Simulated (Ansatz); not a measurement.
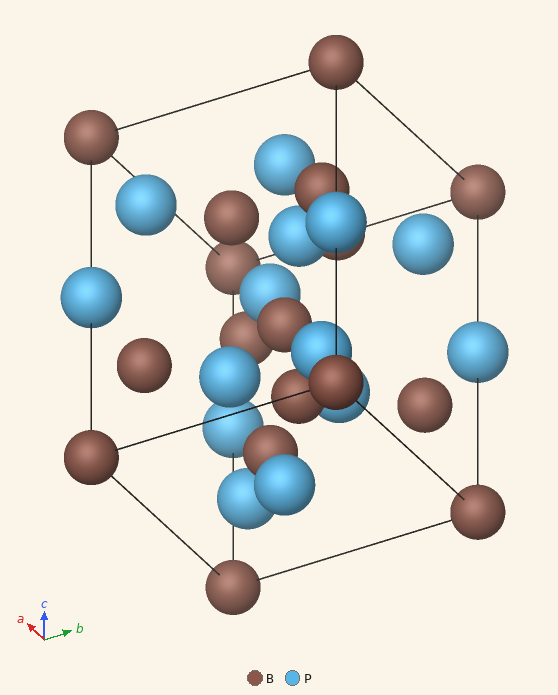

An orthographic spheres-only view of the structure, from a general direction. The parallelepiped is the conventional unit cell.

BP, space group I-42m (No. 121), a = 6.18 Å, b = 6.18 Å, c = 8.25 Å, α = 90.00°, β = 90.00°, γ = 90.00°.

Run with DFT PBE, scalar-relativistic, plane waves, PAW in Ansatz and these settings: cutoff 420 eV, k-points about 0.24 Å⁻¹ apart, Gaussian smearing of 0.02 eV, no spin polarisation.

> What is the band gap, if any?

A semiconductor at this level, with a gap of 1.32 eV on the k-mesh (the true edges may lie between mesh points, so the gap can be somewhat smaller).

Provenance: a structure type filled with these elements by a generator (whether the compound takes this form wasn't checked). Atoms and cell were optimised with DFT PBE, scalar-relativistic, plane waves, PAW in Ansatz 0.2.0.
